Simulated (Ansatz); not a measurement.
# Energy of MgO along a shift of atoms along one path

System: MgO (2 atoms in the cell).
Method: DFT PBEsol, scalar-relativistic, plane waves, PAW, PAW set soft_1, no spin polarisation (Ansatz 0.2.0).

The 5 runs differ only in the geometry, by a shift of atoms along one path in a fixed cell. The shift s is measured from run 3: O2 moves along the Cartesian direction (−1.00, 0.00, 0.00), and Mg1 with it in fixed proportion. The structure derives from an entry of the Crystallography Open Database.

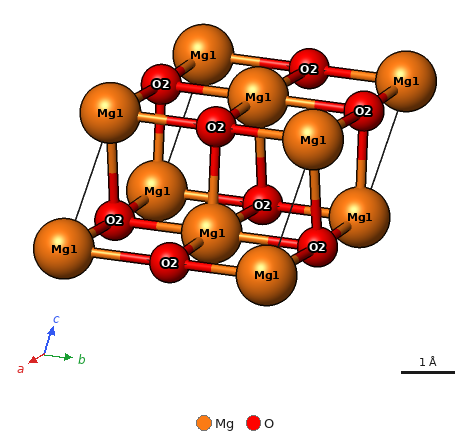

Figure 1. The structure of run 3 (ball-and-stick view of the cell 2 times as large as that of the calculation, set on its symmetry axes, seen slightly off an axis; atoms are numbered from 1 in the order of the input).

**Input of run 3**
```yaml
crystal:
  lattice:
    - [0.0, 2.1075959641, 2.1075959641]
    - [2.1075959641, 0.0, 2.1075959641]
    - [2.1075959641, 2.1075959641, 0.0]
  atoms:
    - { symbol: Mg, position: [-0.0126180202, 0.0126180202, 0.0252360405] }
    - { symbol: O, position: [0.5191687594, 0.4808312406, 0.4616624812] }
basis:
  ecutwfc: 520.0
kpoints:
  mp_grid: { grid: [10, 10, 10] }
hamiltonian:
  xc: pbesol
  pseudopotentials: { kind: paw, azcp: { folder: soft_1 } }
scf:
  occupations: { method: gaussian, width: 0.05 }
output:
  forces: true
  stress: true
  eigenvalues: true
```

Command:
```bash
ansatz run input.yaml --threads 1 --pin off --max-ram 2048MiB --backend cpu --events-out ev --progress --plain --runs-dir out
```

Lattice vectors (Å) and fractional positions of run 3:
```
   0.000000    2.107596    2.107596
   2.107596    0.000000    2.107596
   2.107596    2.107596    0.000000
Mg -0.012618  0.012618  0.025236
O   0.519169  0.480831  0.461662
```

Run 2 differs from it as follows:
```diff
-    - { symbol: Mg, position: [-0.0126180202, 0.0126180202, 0.0252360405] }
-    - { symbol: O, position: [0.5191687594, 0.4808312406, 0.4616624812] }
+    - { symbol: Mg, position: [-0.0063090101, 0.0063090101, 0.0189270304] }
+    - { symbol: O, position: [0.5095843797, 0.4904156203, 0.4712468609] }
```

**Results, with one run withheld**

| run | shift s of O2 (Å) | free energy per atom, from the lowest run given (meV) | pressure (GPa) | gap on the mesh (eV) | force along the path (eV/Å) |
| --- | --- | --- | --- | --- | --- |
| 1 | −0.0808 | 0.00 | 0.83 | 4.62 | −0.598 |
| 2 | −0.0404 | ? | ? | ? | ? |
| 3 | 0.0000 | 54.57 | 4.39 | 4.60 | −2.263 |
| 4 | 0.0404 | 113.00 | 7.82 | 4.59 | −3.599 |
| 5 | 0.0808 | 203.73 | 12.71 | 4.58 | −5.493 |

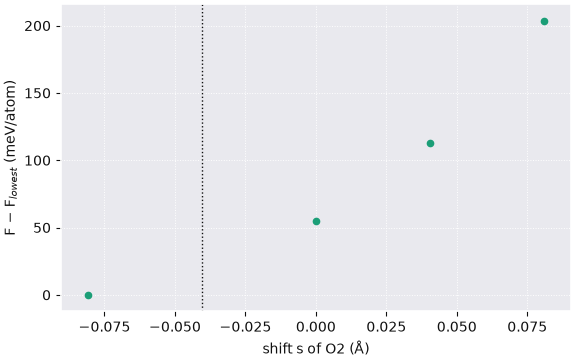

Figure 2. Free energy per atom of the runs given; the dotted line marks run 2.

Estimate the energy of run 2 from the others.

A quadratic polynomial in the coordinate, fitted to the 4 runs given, misses them by at most 2.52 meV per atom. With x = s − 0.0101, it reads F = 66.1 + 1404.1 x + 7485.2 x² (meV per atom). At run 2 it gives 14.28 meV per atom, and the run itself gives 18.99. The slope of the fit gives a force −dF/ds of −1.296 eV/Å along the path (summed over the atoms that move), and the printed forces give −1.311 eV/Å. The fit has no minimum inside this range. So low a polynomial doesn't follow these energies more closely. The gap on the mesh goes, without turning, from 4.62 eV in run 1 to 4.58 eV in run 5; run 2 has 4.61 eV. These are gaps of this functional on this mesh, which can miss the band edges; they aren't the measured gap.

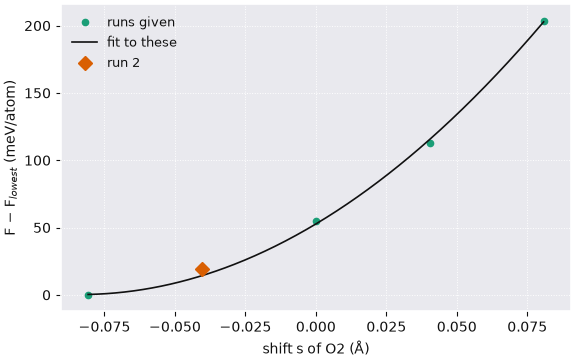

Figure 3. The fit and the withheld run.

**Output, shortened to warnings, some set-up lines, iterations and results (run 2)**
```
Warning: [file] the record states the generating functional pbe (its physics header spells it `PBE`), which answers neither for hamiltonian.xc's functional nor for the pbesol family's — results may be inconsistent (PPs are generated against a specific XC)
Warning: [file] the record states the generating functional pbe (its physics header spells it `PBE`), which answers neither for hamiltonian.xc's functional nor for the pbesol family's — results may be inconsistent (PPs are generated against a specific XC)
Basis set: ecut = 520 eV, 531 PW (Γ), exchange–correlation on 48×48×48 points (8 copies of the dense FFT grid, shifted against one another)
Symmetry: 2 space group operations
k-points: 282 of 1000 (time reversal used)
Initial density: superposition of atomic densities (chi_scale 0.1, normalization cell, long waves kept (reshape's long-wave potential 0.00 eV rms))
[...]
SCF iter   1: F=—  HF=-2475.824811 eV  |F-HF|=—  |Δ(HF+E_count)|=         —  Δρ=7.13e-2  dr2=4.88e-1  ethr=3.10e-3  ⟨swp⟩=6.0  Hψ=21054  notcnv=0
SCF iter   2: F=—  HF=-2475.778296 eV  |F-HF|=—  |Δ(HF+E_count)|=   4.65e-2  Δρ=2.71e-2  dr2=8.06e-2  ethr=3.05e-3  ⟨swp⟩=2.9  Hψ=7574  notcnv=0
SCF iter   3: F=—  HF=-2475.813361 eV  |F-HF|=—  |Δ(HF+E_count)|=   3.51e-2  Δρ=5.06e-3  dr2=3.51e-3  ethr=5.04e-4  ⟨swp⟩=2.8  Hψ=6097  notcnv=0
SCF iter   4: F=—  HF=-2475.815844 eV  |F-HF|=—  |Δ(HF+E_count)|=   2.48e-3  Δρ=4.26e-4  dr2=2.15e-5  ethr=2.19e-5  ⟨swp⟩=2.2  Hψ=6577  notcnv=0
SCF iter   5: F=—  HF=-2475.815839 eV  |F-HF|=—  |Δ(HF+E_count)|=   5.04e-6  Δρ=1.14e-4  dr2=1.55e-6  ethr=1.35e-7  ⟨swp⟩=2.1  Hψ=5648  notcnv=0
SCF iter   6: F=-2475.815838 eV  HF=-2475.815838 eV  |F-HF|=9.19e-10  |Δ(HF+E_count)|=   4.70e-7  Δρ=6.49e-6  dr2=2.61e-9  ethr=6.25e-10  ⟨swp⟩=3.4  Hψ=13389  notcnv=0
SCF 1 converged in 6 iterations: F = -2475.815838 eV  dr2 = 2.61e-9
SCF converged after 6 iterations
Free energy (F): -2475.815838 eV
Harris-Foulkes:  -2475.815838 eV  (|F-HF|=9.19e-10)
Internal energy: -2475.815838 eV  (E = F + TS)
E sigma→0 (E₀):  -2475.815838 eV
Fermi energy:    10.192585 eV
--- Per-component energies (eV) ---
  E_band       = -293.660511
  E_kinetic    = 242.782015
  E_local      = -1697.355061  (includes V_loc(G=0)·N_el)
  E_nonlocal   = 247.801148
  E_hartree    = 562.756245
  E_xc         = -99.381182
  E_vxc        = -128.013635  (∫ρ·V_xc dr)
  E_paw        = -446.279764  (= ΣΔE_a)
  E_vpaw       = -84.387588  (= ΣTr[D̂ρ^β])
  E_aug_tail   = 0.000194  (compensation charges beyond the density's cutoff)
  E_ewald      = -1286.233584
  E_core_change = 0.094150  (= ΣΔE_core)
  E_smearing   = -0.000000  (= −TS)
  E_closure    = -0.000000  (closes the sum)
  Σ components = -2475.815838   (vs F -2475.815838, Δ=0.00e0)
--- Forces (eV/Å), atoms counted from 1 ---
  atom   1  Mg    -0.79055200    -0.34022933     0.00000000
  atom   2  O      0.79057167     0.34023933     0.00000000
  max |Σ_I F_I| component: 1.97e-5 eV/Å
--- Stress (GPa, compression-positive) ---
        5.853716      -0.553049       0.000000
       -0.553048       1.022213       0.000000
        0.000000       0.000000      -0.519994
  P = ⅓ Tr σ = 2.1186 GPa (21.186 kbar)
```

Warnings of the run: the PAW datasets were made with another functional.
